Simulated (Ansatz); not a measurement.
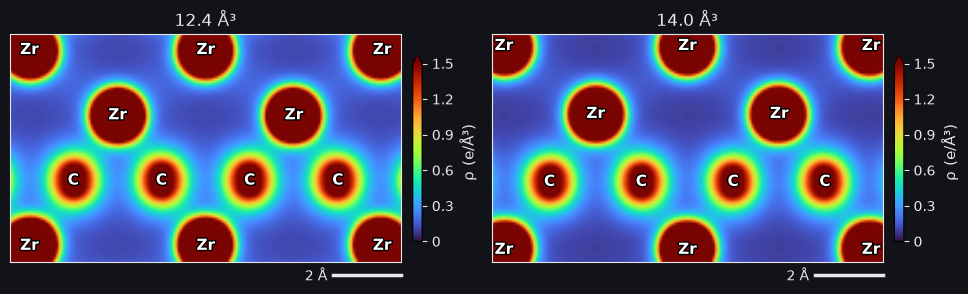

ZrC. The valence pseudo-density of cells scaled evenly to different volumes (given per atom above each panel), on the (110) plane of each (indices in the axes of the cell below), at one length scale and on one colour scale.

A structure from a database of computed crystals, not necessarily the ambient phase.

These are results of Kohn-Sham DFT of a periodic cell, PBEsol, Ansatz PAW in Ansatz, not measurements.

In a PAW calculation such maps are meaningful between the atoms, not at the nuclei.

The largest cell:

```
CELL_PARAMETERS angstrom
3.45799 0.00000 0.00000
-1.72900 2.99471 0.00000
0.00000 0.00000 5.39381
ATOMIC_POSITIONS crystal
Zr 0.66667 0.33333 0.75000
Zr 0.33333 0.66667 0.25000
C 0.00000 0.00000 0.50000
C 0.00000 0.00000 0.00000
```

| volume (Å³/atom) | Zr–C contact in the plane (Å) | ρ at its midpoint (e/Å³) | pressure (GPa) | 
| --- | --- | --- | --- |
| 12.38 | 2.315 | 0.473 | 6.4 | 
| 13.17 | 2.363 | ? | ? | 
| 13.96 | 2.409 | 0.396 | −18.2 | 

**What values belong in the row with question marks?**

Over the known rows ln ρ falls by 1.89 per Å of Zr–C distance (the line through the two), which gives 0.432 e/Å³ at 2.363 Å; the calculation gives 0.432 e/Å³. For the pressure, a straight line in volume between the neighbouring rows gives −5.9 GPa; the calculation gives −7.8, lower because pressure rises ever faster on compression.
